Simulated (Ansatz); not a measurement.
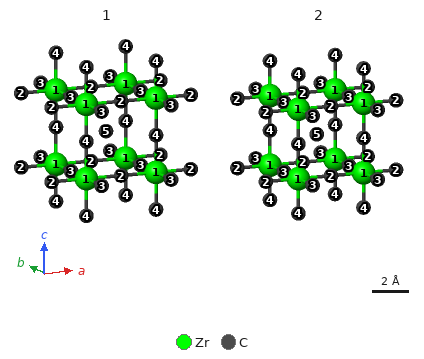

Two geometries of a crystal of ZrC$_{4}$ (a generated structure, set up in Pm-3m) (coarse preliminary run), drawn at one scale. One is the start of a relaxation, the other its converged end. A ball-and-stick model of the cell of the calculation, seen slightly off an axis.

Method: Ansatz, DFT PBE, scalar-relativistic, plane waves, PAW. (plane-wave cutoff 420 eV; k-point mesh 4 × 4 × 4; occupations gaussian; smearing width 0.1 eV; no spin polarisation; cell and atoms relaxed; force threshold 0.04 eV/Å; at most 70 steps)

Which geometry has the lower energy?

Structure 1 is the relaxed one. After 4 accepted moves (6 points after the start) the energy has fallen by 203 meV per atom. All forces vanish by symmetry, so only the cell relaxes. Pressure: 24.61 GPa at the start and 0.05 GPa at the end. The SCF was repeated twice at an unchanged geometry on a basis and grid sized afresh for the cell, which shifted the energy by 11.0 meV per atom at most. No atom moves by more than 0.005 Å relative to the cell. Cell: a = b = c 4.056 → 4.337 Å (+6.9 %). Volume +22.2 %. Near-neighbour distances that change, for instance: Zr1–C2 2.028 → 2.169 Å. The space group stays Pm-3m (No. 221).

Limits of the set-up: the k-point mesh is coarse for a cell with partly filled bands.
